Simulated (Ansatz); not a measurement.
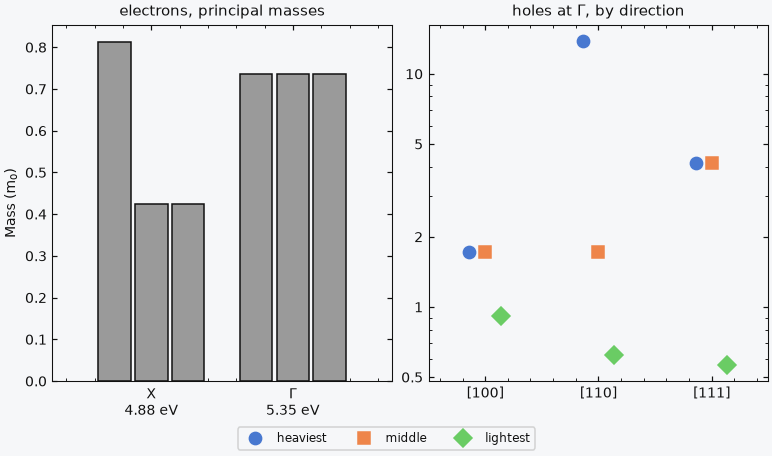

Effective masses at the band extrema of antifluorite-type Li$_{2}$O, space group Fm-3m, 3 atoms in the primitive cell, in a cell relaxed beforehand (cubic a = 4.580 Å), in units of the free-electron mass, from finite differences of the levels. Left, the three principal masses of each conduction valley, with its energy above the valence top; right, the masses of the bands that meet at the valence top.

Level of theory: PBEsol, all-electron LAPW, no spin polarisation, no spin-orbit coupling, 8×8×8 k mesh; code Ansatz.

What are the masses of the lowest valley?

Answer. It lies at X, 4.88 eV above the valence top, with one mass of 0.813 and two of 0.425. Its 3 equivalent valleys give a density-of-states mass N^(2/3) (m1 m2 m3)^(1/3) = 1.1, and averaged over them a conductivity mass 3/(1/m1 + 1/m2 + 1/m3) = 0.506.

How do the hole masses depend on direction?

Answer. Along [100] 1.73, 1.73 and 0.912; along [110] 13.9, 1.73 and 0.624; along [111] 4.15, 4.15 and 0.564.

```
valley  energy (eV)  valleys     m1     m2     m3
     X         4.88        3  0.813  0.425  0.425
     Γ         5.35        1  0.735  0.735  0.735
```

LDA, GGA and most meta-GGA functionals understate gaps. Without spin-orbit coupling the bands that meet at the top aren't the heavy and light holes of experiment. An understated gap makes light masses too light.
